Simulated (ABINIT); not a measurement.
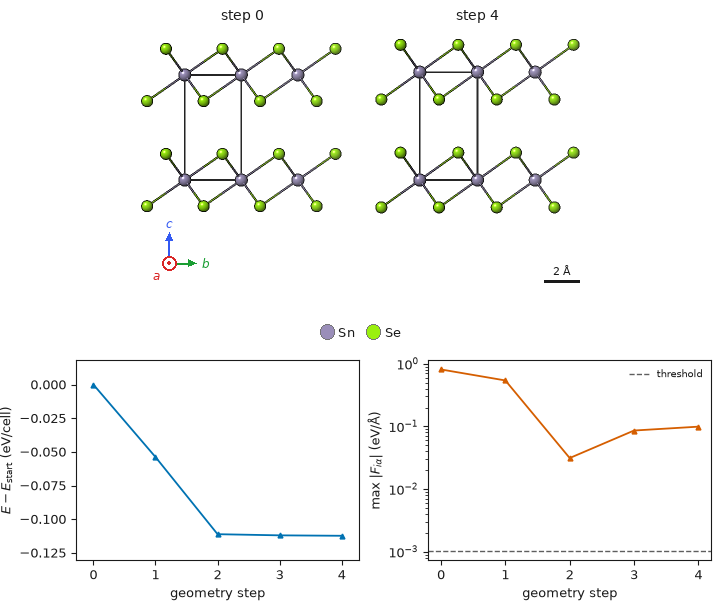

First and last geometry of a relaxation of a crystal of SnSe₂ (set up in P-3m1), with the history of the run. A ball-and-stick model of the cell of the calculation, repeated 1 × 2 × 1 with one cell outlined, seen along the a axis.

The run lets cell and atoms move.

Computed with ABINIT, Kohn-Sham DFT of a periodic cell, PBE, PseudoDojo NC SR PBE v0.4.1 standard.

Input
```
# Pseudopotentials
pp_dirpath "./"
pseudos "Sn.upf, Se.upf"

# Structure
acell 7.2017462609 7.2017462609 11.5953595007
rprim
     1.0000000000     0.0000000000     0.0000000000
    -0.5000000000     0.8660254038     0.0000000000
     0.0000000000     0.0000000000     1.0000000000
ntypat 2
znucl 50 34
natom 3
typat 1 2 2
chkprim 0
chksymtnons 0
tolsym 1.0e-6
xred
            0.0            0.0            0.0
            2/3            1/3   0.7510000000
            1/3            2/3   0.2490000000

# Plane-wave basis
ecut 43.0
ecutsm 0.5

# k points
kptopt 1
ngkpt 6 6 4
nshiftk 1
shiftk 0.0 0.0 0.0

# Exchange and correlation
ixc 11

# Bands and occupations
nband 28
occopt 3
tsmear 0.05 eV

# SCF cycle
nstep 80
tolvrs 1.0e-12

# Output
iomode 3
prteig 0
prtebands 0
prtwf 0
prtden 0

# Relaxation
ionmov 2
optcell 2
ntime 50
tolmxf 2.0e-5
dilatmx 1.08
```

Run as
```bash
abinit run.abi > log 2>&1
```

> Did the run converge, and what did it change?

The run was cut off at its time limit before the relaxation converged, so the last structure is only a point on the way. The energy falls by 0.112 eV per cell of the calculation in 4 geometry steps. Largest force component: 0.81 eV/Å at the start, 0.099 eV/Å at the end. Pressure: 5.79 GPa at the start and 0.07 GPa at the end. The largest moves relative to the cell, 0.029 Å, are those of Se atoms. Sn stays in place. Cell: a = b 3.811 → 3.890 Å (+2.1 %), c 6.136 → 6.300 Å (+2.7 %). Volume +7.0 %. Near-neighbour distances that change, for instance: Se–Sn 2.679 → 2.756 Å. The space group stays P-3m1 (No. 164).

| step | E − E(0), meV/atom | largest force component, eV/Å | pressure, GPa | volume, Å³/atom |
| --- | --- | --- | --- | --- |
| 0 | 0.00 | 0.8093 | 5.79 | 25.726 |
| 1 | -17.95 | 0.5404 | 4.06 | 26.184 |
| 2 | -37.06 | 0.0312 | 0.53 | 27.319 |
| 3 | -37.35 | 0.0858 | 0.18 | 27.463 |
| 4 | -37.46 | 0.0989 | 0.07 | 27.525 |

Limits of the set-up: layers or molecules are held without a dispersion correction, so their spacing is unreliable.
